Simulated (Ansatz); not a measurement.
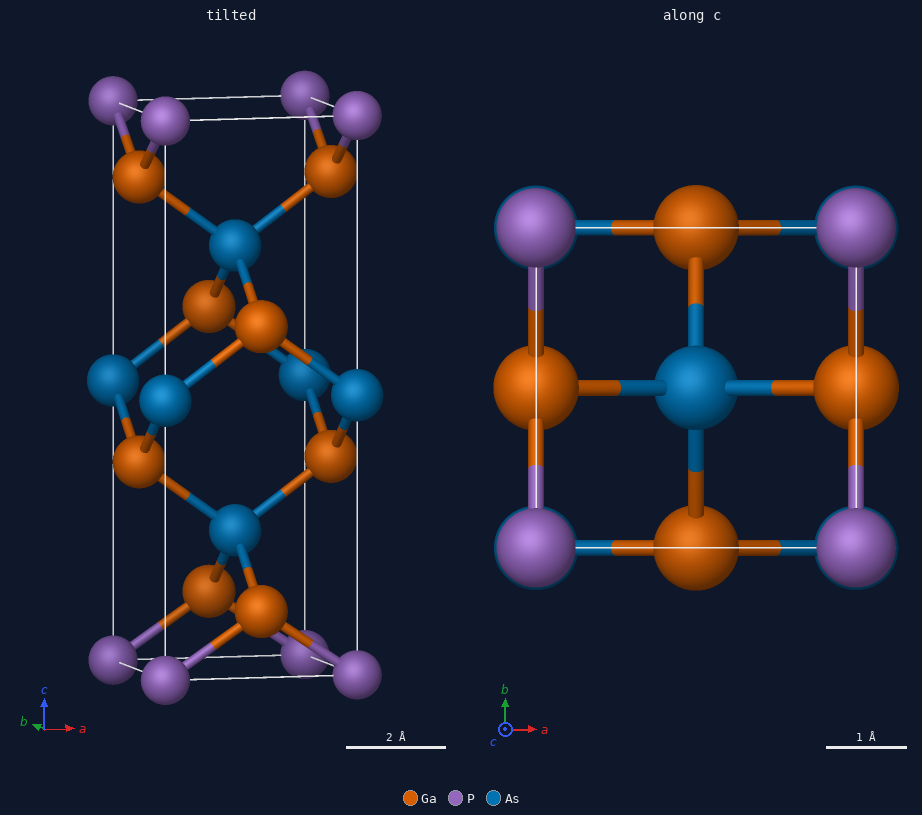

Ball-and-stick representation of a periodic structure, projected slightly off an axis and along the c axis. The edges of the conventional unit cell are marked. Cell: a = 4.02 Å, b = 4.02 Å, c = 11.37 Å, α = 90.00°, β = 90.00°, γ = 90.00°.

Origin of the cell: a structure type filled with these elements by a generator (whether the compound takes this form wasn't checked). Earlier steps of the study, as a rule a relaxation of our own, may have changed the cell and positions, so they can lie some per cent off the listed ones. Ansatz was used for an electronic-structure calculation on it.

> What is this?

Its composition is Ga$_{4}$As$_{3}$P. It takes space group P-4m2 (No. 115) on a primitive tetragonal lattice. Atoms per cell: 8 (4 Ga, 3 As, 1 P). Each P atom is coordinated by four Ga in a tetrahedral arrangement at about 2.4 Å. Each As atom has four Ga in a tetrahedral arrangement at about 2.5 Å around it. Ga takes two kinds of site: 2g with two P and two As in a tetrahedral arrangement (about 2.4 Å to P, 2.5 Å to As); 2g with four As in a tetrahedral arrangement at about 2.5 Å. The bonds build a three-dimensional framework.

The numbers come from DFT LDA, scalar-relativistic, plane waves, PAW (Ansatz 0.2.0), using a 420 eV plane-wave basis, k-grid 10×10×4, Gaussian smearing of 0.02 eV, no spin polarisation.

> What is the electronic character?

A semiconductor at this level, with a gap of 0.25 eV, direct.

> What are the atomic charges by Bader's partition?

Ga +0.61 to +0.67 e; As -0.61 e; P -0.73 e.

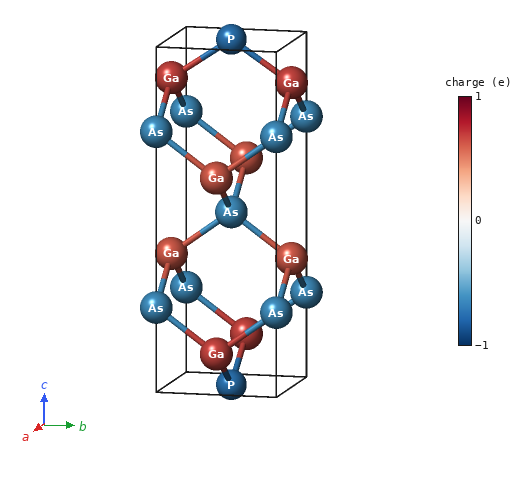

The atoms coloured by those charges. The run's cell of 8 atoms is drawn, so axes and origin can differ from the first picture.

> Is the structure relaxed at this level of theory?

No. The largest force is 0.04 eV/Å, on Ga. The pressure is -4.8 GPa, so the cell would contract.
